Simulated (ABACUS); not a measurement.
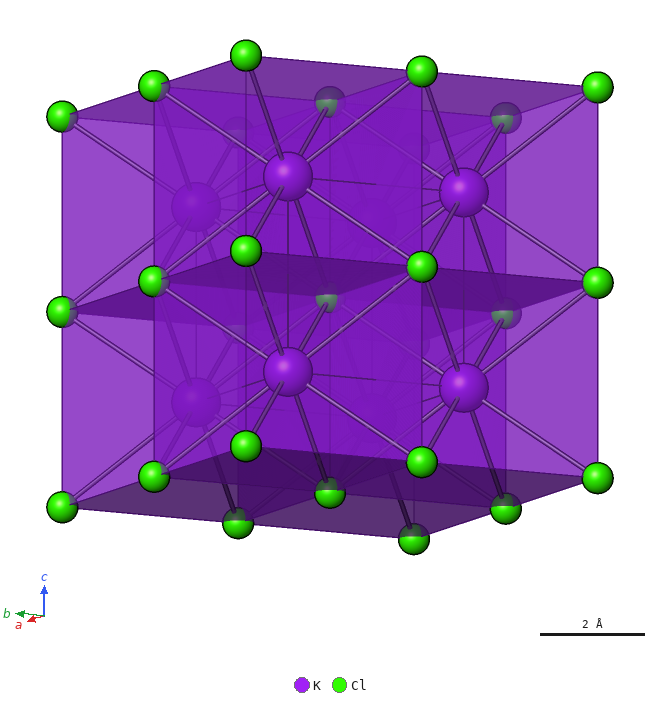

Figure 1. The input geometry (polyhedral view of the cell of the calculation, seen at an oblique angle; polyhedra are completed across the faces of the cell). An atom can appear more than once, as a periodic image.

## Band-structure run of KCl

KCl (Pm-3m, 2 atoms in the cell), computed with Kohn-Sham DFT of a periodic cell, LDA, PseudoDojo NC SR 0.4.1 LDA standard, no spin polarisation (ABACUS 3.10.1).

The structure derives from a Materials Project entry. It belongs to a series of runs on one base structure; here: bands on the converged density.

### Output
```
ABACUS v3.10.1

               Atomic-orbital Based Ab-initio Computation at UStc

 ------------------------------------------------------------------------------------

 READING GENERAL INFORMATION
                           global_out_dir = OUT.KCl/
                           global_in_card = INPUT
                               pseudo_dir = ./
                              orbital_dir =
                                    DSIZE = 4
                                    GSIZE = 1

 READING UNITCELL INFORMATION
                                    ntype = 2
                  lattice constant (Bohr) = 1.88973
              lattice constant (Angstrom) = 1

 READING ATOM TYPE 1
                               atom label = K
                      L=0, number of zeta = 1
                      L=1, number of zeta = 1
                      L=2, number of zeta = 1
             number of atom for this type = 1

 READING ATOM TYPE 2
                               atom label = Cl
                      L=0, number of zeta = 1
                      L=1, number of zeta = 1
                      L=2, number of zeta = 1
             number of atom for this type = 1

                        TOTAL ATOM NUMBER = 2
CARTESIAN COORDINATES ( UNIT =       1.889726124600 Bohr ).
    atom                   x                   y                   z     mag                  vx                  vy                  vz
tauc_K1            0.0000000000        0.0000000000        0.0000000000  0.0000        0.0000000000        0.0000000000        0.0000000000
tauc_Cl1            1.9195980000        1.9195980000        1.9195980000  0.0000        0.0000000000        0.0000000000        0.0000000000

                          Volume (Bohr^3) = 381.872
                             Volume (A^3) = 56.5875

 Lattice vectors: (Cartesian coordinate: in unit of a_0)
              +3.8392                  +0                  +0
                   +0             +3.8392                  +0
                   +0                  +0             +3.8392
 Reciprocal vectors: (Cartesian coordinate: in unit of 2 pi/a_0)
            +0.260471                  -0                  +0
                   -0           +0.260471                  -0
                   +0                  -0           +0.260471
 The esolver type has been set to : ksdft_pw

                PAO radial cut off (Bohr) = 7

 Read in pseudopotential file is K.upf
                     pseudopotential type = NC
          exchange-correlation functional = SLAPWNOGXNOGC
                 nonlocal core correction = 1
                        valence electrons = 9
                                     lmax = 2
                           number of zeta = 3
                     number of projectors = 6
                           L of projector = 0
                           L of projector = 0
                           L of projector = 1
                           L of projector = 1
                           L of projector = 2
                           L of projector = 2
 XC functional updated to : pz
          exchange-correlation functional = PZ
                PAO radial cut off (Bohr) = 7

 Read in pseudopotential file is Cl.upf
                     pseudopotential type = NC
          exchange-correlation functional = SLAPWNOGXNOGC
                 nonlocal core correction = 1
                        valence electrons = 7
                                     lmax = 2
                           number of zeta = 2
                     number of projectors = 6
                           L of projector = 0
                           L of projector = 0
                           L of projector = 1
                           L of projector = 1
                           L of projector = 2
                           L of projector = 2
 XC functional updated to : pz
          exchange-correlation functional = PZ
     initial pseudo atomic orbital number = 9

 SETUP THE ELECTRONS NUMBER
             electron number of element K = 9
       total electron number of element K = 9
            electron number of element Cl = 7
      total electron number of element Cl = 7
            AUTOSET number of electrons:  = 16
                           occupied bands = 8
                                   NBANDS = 18
                                   NLOCAL = 18

%%%%%%%%%%%%%%%%%%%%%%%%%%%%%%%%%%%%%%%%%%%%%%%%%%%%%%%%%%%%%%%%%%%%%%%%%%%%%%%%%%%%%%%%%%%%%%%%%%%%%%%%%%
 Warning: the number of valence electrons in pseudopotential > 1 for K: [Ar] 4s1
 Pseudopotentials with additional electrons can yield (more) accurate outcomes, but may be less efficient.
 If you're confident that your chosen pseudopotential is appropriate, you can safely ignore this warning.
%%%%%%%%%%%%%%%%%%%%%%%%%%%%%%%%%%%%%%%%%%%%%%%%%%%%%%%%%%%%%%%%%%%%%%%%%%%%%%%%%%%%%%%%%%%%%%%%%%%%%%%%%%

 SETUP THE PLANE WAVE BASIS
 energy cutoff for charge/potential (unit:Ry) = 292
            fft grid for charge/potential = [ 40, 40, 40 ]
                        fft grid division = [ 1, 1, 1 ]
        big fft grid for charge/potential = [ 40, 40, 40 ]
                                     nbxx = 64000
                                     nrxx = 64000

 SETUP PLANE WAVES FOR CHARGE/POTENTIAL
                    number of plane waves = 32231
                         number of sticks = 1225

 PARALLEL PW FOR CHARGE/POTENTIAL
     PROC   COLUMNS(POT)             PW
        1           1225          32231
 --------------- sum -------------------
        1           1225          32231
                            number of |g| = 327
                                  max |g| = 26.3918
                                  min |g| = 0

----------- Double Check Mixing Parameters Begin ------------
mixing_type: broyden
mixing_beta: 0.7
mixing_gg0: 1
mixing_gg0_min: 0.1
mixing_ndim: 8
----------- Double Check Mixing Parameters End ------------

 SETUP K-POINTS
                                    nspin = 1
                                   nkstot = 62
K-POINTS DIRECT COORDINATES
 KPOINTS    DIRECT_X    DIRECT_Y    DIRECT_Z  WEIGHT
       1  0.00000000  0.00000000  0.00000000  1.0000
       2  0.00000000  0.05000000  0.00000000  1.0000
       3  0.00000000  0.10000000  0.00000000  1.0000
       4  0.00000000  0.15000000  0.00000000  1.0000
       5  0.00000000  0.20000000  0.00000000  1.0000
       6  0.00000000  0.25000000  0.00000000  1.0000
       7  0.00000000  0.30000000  0.00000000  1.0000
       8  0.00000000  0.35000000  0.00000000  1.0000
       9  0.00000000  0.40000000  0.00000000  1.0000
      10  0.00000000  0.45000000  0.00000000  1.0000
      11  0.00000000  0.50000000  0.00000000  1.0000
      12  0.05000000  0.50000000  0.00000000  1.0000
      13  0.10000000  0.50000000  0.00000000  1.0000
      14  0.15000000  0.50000000  0.00000000  1.0000
      15  0.20000000  0.50000000  0.00000000  1.0000
      16  0.25000000  0.50000000  0.00000000  1.0000
      17  0.30000000  0.50000000  0.00000000  1.0000
      18  0.35000000  0.50000000  0.00000000  1.0000
      19  0.40000000  0.50000000  0.00000000  1.0000
      20  0.45000000  0.50000000  0.00000000  1.0000
      21  0.50000000  0.50000000  0.00000000  1.0000
      22  0.45000000  0.45000000  0.00000000  1.0000
      23  0.40000000  0.40000000  0.00000000  1.0000
      24  0.35000000  0.35000000  0.00000000  1.0000
      25  0.30000000  0.30000000  0.00000000  1.0000
      26  0.25000000  0.25000000  0.00000000  1.0000
      27  0.20000000  0.20000000  0.00000000  1.0000
      28  0.15000000  0.15000000  0.00000000  1.0000
      29  0.10000000  0.10000000  0.00000000  1.0000
      30  0.05000000  0.05000000  0.00000000  1.0000
[... 32 further k points ...]

           k-point number in this process = 16
       minimum distributed K point number = 15

[... K-POINTS CARTESIAN COORDINATES: 16 rows ...]

[... K-POINTS DIRECT COORDINATES: 16 rows ...]

 SETUP PLANE WAVES FOR WAVE FUNCTIONS
     energy cutoff for wavefunc (unit:Ry) = 73
              fft grid for wave functions = [ 40, 40, 40 ]
                    number of plane waves = 4729
                         number of sticks = 341

 PARALLEL PW FOR WAVE FUNCTIONS
     PROC   COLUMNS(POT)             PW
        1            341           4729
 --------------- sum -------------------
        1            341           4729

 SETUP NONLOCAL PSEUDOPOTENTIALS IN PLANE WAVE BASIS
 K non-local projectors:
 projector 1 L=0
 projector 2 L=0
 projector 3 L=1
 projector 4 L=1
 projector 5 L=2
 projector 6 L=2
 Cl non-local projectors:
 projector 1 L=0
 projector 2 L=0
 projector 3 L=1
 projector 4 L=1
 projector 5 L=2
 projector 6 L=2
      TOTAL NUMBER OF NONLOCAL PROJECTORS = 36

 Init Non-Local PseudoPotential table :
 Init Non-Local-Pseudopotential done.

                                     npwx = 4068

 Make real space PAO into reciprocal space.
       max mesh points in Pseudopotential = 701
     dq(describe PAO in reciprocal space) = 0.01
                                    max q = 1030

 number of pseudo atomic orbitals for K is 3
WARNING: norm of atomic wavefunction # 2 of atomic type K is 0.999998, renormalized
WARNING: norm of atomic wavefunction # 3 of atomic type K is 0.930208, renormalized

 number of pseudo atomic orbitals for Cl is 2
WARNING: norm of atomic wavefunction # 2 of atomic type Cl is 0.999911, renormalized

 -------------------------------------------
 NONSELF-CONSISTENT
 -------------------------------------------
                                 init_chg = file
 try to read charge from file
 Read in the charge density: OUT.KCl//KCl-CHARGE-DENSITY.restart

 PW ALGORITHM --------------- ION=   1  ELEC=   1--------------------------------
 k(1/62) Iter steps (avg)=16 threshold=1e-07
 k(2/62) Iter steps (avg)=26 threshold=1e-07
 k(3/62) Iter steps (avg)=23 threshold=1e-07
 k(4/62) Iter steps (avg)=20 threshold=1e-07
 k(5/62) Iter steps (avg)=21 threshold=1e-07
 k(6/62) Iter steps (avg)=18 threshold=1e-07
 k(7/62) Iter steps (avg)=17 threshold=1e-07
 k(8/62) Iter steps (avg)=14 threshold=1e-07
 k(9/62) Iter steps (avg)=14 threshold=1e-07
 k(10/62) Iter steps (avg)=15 threshold=1e-07
 k(11/62) Iter steps (avg)=16 threshold=1e-07
 k(12/62) Iter steps (avg)=12 threshold=1e-07
 k(13/62) Iter steps (avg)=14 threshold=1e-07
 k(14/62) Iter steps (avg)=15 threshold=1e-07
 k(15/62) Iter steps (avg)=17 threshold=1e-07
 k(16/62) Iter steps (avg)=21 threshold=1e-07
[... levels at 16 k points of this process ...]

 Density error is 0.00000000000
                          Error Threshold = 1.00000000000e-07
----------------------------------------------------------
     Energy           Rydberg                 eV
----------------------------------------------------------
 E_KohnSham     -92.9085275948       -1264.0853680793
 E_KS(sigma->0) -92.9085275948       -1264.0853680793
 E_Harris       -92.9085275948       -1264.0853680793
 E_band         -8.9944480569        -122.3757439382
 E_one_elec     -24.1837608721       -329.0369469298
 E_Hartree      17.4284440534        237.1261464006
 E_xc           -21.3853640950       -290.9628054964
 E_Ewald        -64.7678466811       -881.2117620537
 E_entropy(-TS) -0.0000000000        -0.0000000001
 E_descf        0.0000000000         0.0000000000
 E_exx          0.0000000000         0.0000000000
 E_Fermi        0.3859723268         5.2514229148
----------------------------------------------------------

 charge density convergence is achieved
 final etot is -1264.0853681 eV
 EFERMI = 5.2514229148 eV

 STATE ENERGY(eV) AND OCCUPATIONS    NSPIN == 1
 1/16 kpoint (Cartesian) = 0.0000 0.0000 0.0000 (3959 pws)
       1       -25.7916      0.0322581
       2       -10.5828      0.0322581
       3       -9.37018      0.0322581
       4       -9.37018      0.0322581
       5       -9.37018      0.0322581
       6        1.71208      0.0322581
       7        1.71208      0.0322581
       8        1.71208      0.0322581
       9        6.28431    3.44447e-11
      10        8.16295    1.65750e-27
      11        8.16295    1.65750e-27
      12        12.3390    8.84979e-64
      13        12.3390    8.84979e-64
      14        12.3390    8.84979e-64
      15        15.2047    1.13640e-88
      16        15.2047    1.13639e-88
      17        17.4464        0.00000
      18        17.4464        0.00000

 2/16 kpoint (Cartesian) = 0.0000 0.013024 0.0000 (3959 pws)
       1       -25.7911      0.0322581
       2       -10.5869      0.0322581
       3       -9.36938      0.0322581
       4       -9.36938      0.0322581
       5       -9.36728      0.0322581
       6        1.65654      0.0322581
       7        1.71186      0.0322581
       8        1.71186      0.0322581
       9        6.34951    9.34862e-12
      10        8.18357    1.09729e-27
      11        8.21597    5.73998e-28
      12        12.3271    1.12293e-63
      13        12.3271    1.12293e-63
      14        12.3509    6.96809e-64
      15        15.1001    9.21406e-88
      16        15.2309    6.72442e-89
      17        17.1729        0.00000
      18        17.1729        0.00000

 3/16 kpoint (Cartesian) = 0.0000 0.026047 0.0000 (3975 pws)
       1       -25.7896      0.0322581
       2       -10.5988      0.0322581
       3       -9.36705      0.0322581
       4       -9.36705      0.0322581
       5       -9.35869      0.0322581
       6        1.50311      0.0322581
       7        1.71123      0.0322581
       8        1.71123      0.0322581
       9        6.53329    2.36830e-13
      10        8.24512    3.20427e-28
      11        8.37015    2.62841e-29
      12        12.2945    2.15484e-63
      13        12.2945    2.15484e-63
      14        12.3862    3.44360e-64
      15        14.8128    2.88036e-85
      16        15.3013        0.00000
      17        16.6586        0.00000
      18        16.6586        0.00000

 4/16 kpoint (Cartesian) = 0.0000 0.039071 0.0000 (3996 pws)
       1       -25.7873      0.0322581
       2       -10.6175      0.0322581
       3       -9.36342      0.0322581
       4       -9.36342      0.0322581
       5       -9.34482      0.0322581
       6        1.28307      0.0322581
       7        1.71019      0.0322581
       8        1.71019      0.0322581
       9        6.80858    9.62403e-16
      10        8.34655    4.21416e-29
      11        8.61031    2.15646e-31
      12        12.2495    5.29870e-63
      13        12.2495    5.29870e-63
      14        12.4428    1.10951e-64
      15        14.4014    1.07916e-81
      16        15.3799        0.00000
      17        16.1157        0.00000
      18        16.1157        0.00000

 5/16 kpoint (Cartesian) = 0.0000 0.052094 0.0000 (3996 pws)
       1       -25.7844      0.0322581
       2       -10.6413      0.0322581
       3       -9.35884      0.0322581
       4       -9.35884      0.0322581
       5       -9.32652      0.0322581
       6        1.03116      0.0322581
       7        1.70878      0.0322581
       8        1.70878      0.0322581
       9        7.14762    1.09261e-18
      10        8.48585    2.59873e-30
      11        8.91018    5.35908e-34
      12        12.2029    1.34661e-62
      13        12.2029    1.34661e-62
      14        12.5175    2.49181e-65
      15        13.9229    1.54680e-77
      16        15.3726        0.00000
      17        15.5962        0.00000
      18        15.5962        0.00000

 6/16 kpoint (Cartesian) = 0.0000 0.065118 0.0000 (4012 pws)
       1       -25.7812      0.0322581
       2       -10.6681      0.0322581
       3       -9.35375      0.0322581
       4       -9.35375      0.0322581
       5       -9.30521      0.0322581
       6       0.776933      0.0322581
       7        1.70710      0.0322581
       8        1.70710      0.0322581
       9        7.52877    5.34359e-22
      10        8.65947    8.06683e-32
      11        9.23285    8.44019e-37
      12        12.1648    2.88137e-62
      13        12.1648    2.88137e-62
      14        12.6052    4.31453e-66
      15        13.4206    3.56611e-73
      16        15.1198    6.21152e-88
      17        15.1198    6.21151e-88
      18        15.1808    1.83258e-88

[... levels at 10 further k points ...]

 --------------------------------------------
 !FINAL_ETOT_IS -1264.085368079323 eV
 --------------------------------------------

 Output bands in file: OUT.KCl/BANDS_1.dat
```

This output came from the following input.

### The input
```
INPUT_PARAMETERS
suffix              KCl
calculation         nscf
basis_type          pw
pseudo_dir          ./
symmetry            -1
dft_functional      pz
ecutwfc             73.0
pseudo_rcut         7
nspin               1
nbands              18
ks_solver           dav
smearing_method     fd
smearing_sigma      0.00367493
scf_thr             1e-08
scf_nmax            100
mixing_type         broyden
mixing_beta         0.7
init_chg            file
pw_diag_thr         1e-07
out_band            1
kpar                4
```

### File STRU
```
ATOMIC_SPECIES
K 39.0983 K.upf
Cl 35.4500 Cl.upf

LATTICE_CONSTANT
1.8897261246

LATTICE_VECTORS
3.8391960000 0.0000000000 0.0000000000
0.0000000000 3.8391960000 0.0000000000
0.0000000000 0.0000000000 3.8391960000

ATOMIC_POSITIONS
Cartesian

K
0.0
1
0.0000000000 0.0000000000 0.0000000000 1 1 1

Cl
0.0
1
1.9195980000 1.9195980000 1.9195980000 1 1 1
```

### File KPT
```
K_POINTS
8
Line
0.00000000 0.00000000 0.00000000 10 // G
0.00000000 0.50000000 0.00000000 10 // X
0.50000000 0.50000000 0.00000000 10 // M
0.00000000 0.00000000 0.00000000 10 // G
0.50000000 0.50000000 0.50000000 10 // R
0.00000000 0.50000000 0.00000000 1 // X
0.50000000 0.50000000 0.00000000 10 // M
0.50000000 0.50000000 0.50000000 1 // R
```

Run as:
```bash
OMP_NUM_THREADS=1 mpirun -np 4 abacus > log
```

### Summary

| quantity | value |
| --- | --- |
| outcome | converged |
| space group (tolerance 0.01 Å) | Pm-3m (221) |
| electrons treated | 16 |
| Fermi energy | 5.251 eV |
| gap on the band path | 4.36 eV |
| hardware | 4 threads of Intel Xeon (Granite Rapids), 64 GiB of memory available, shared host |
| wall time | 4.9 s (CPU time 19 s) |
| peak memory | 0.36 GiB |
